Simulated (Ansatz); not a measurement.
```
Na
1.0
     0.00894    0.00894    3.56046
     8.62937   -8.62937    0.00000
     2.26388    2.26388   -1.76385
Na
4
Direct
  0.00000 0.37477 0.75000
  0.50000 0.87477 0.75000
  0.00000 0.62523 0.25000
  0.50000 0.12523 0.25000
```

Space group C2/c; set up as Na, beta-Sn type; a generated structure, not necessarily the stable one; changed on purpose from its base cell (volume × 0.88).

All numbers below come from DFT, RPBE, plane waves (420 eV) with PAW, scalar-relativistic (Ansatz 0.2.0).

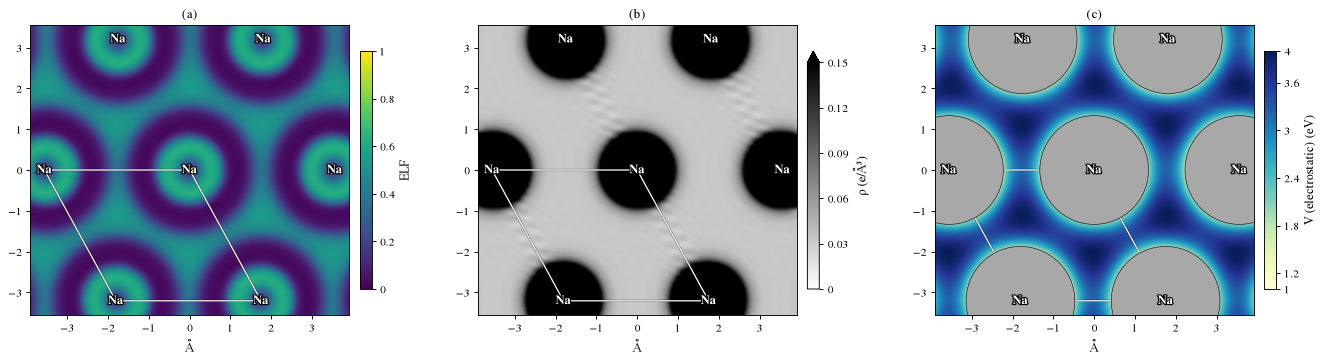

Na. (a) electron localisation function; (b) valence charge density (pseudo); (c) electrostatic potential energy of an electron on the (010) plane of the conventional cell. Grey discs cover the atomic cores in the potential map.

Q: What does the map show?

A: Atoms in the plane: Na.
Na–Na (3.56 Å): ρ at the midpoint is about 0.03 e/Å³; the ELF is about 0.35 at the midpoint.
Na–Na (3.66 Å): ρ is about 0.03 e/Å³ halfway; the ELF is about 0.45 at the midpoint.
Between the atoms the lowest density in this plane is 0.03 e/Å³.
The features right at Na lie inside the PAW spheres, where the map follows smoothed inner orbitals and isn't to be read closely.
Outside the cores the potential energy rises away from the atoms and is highest about 2.1 Å from the nearest atoms; its zero is arbitrary.

Q: Does the calculation make it a metal, or give it a gap?

A: It is metallic or semimetallic at this level of theory: no gap opens.
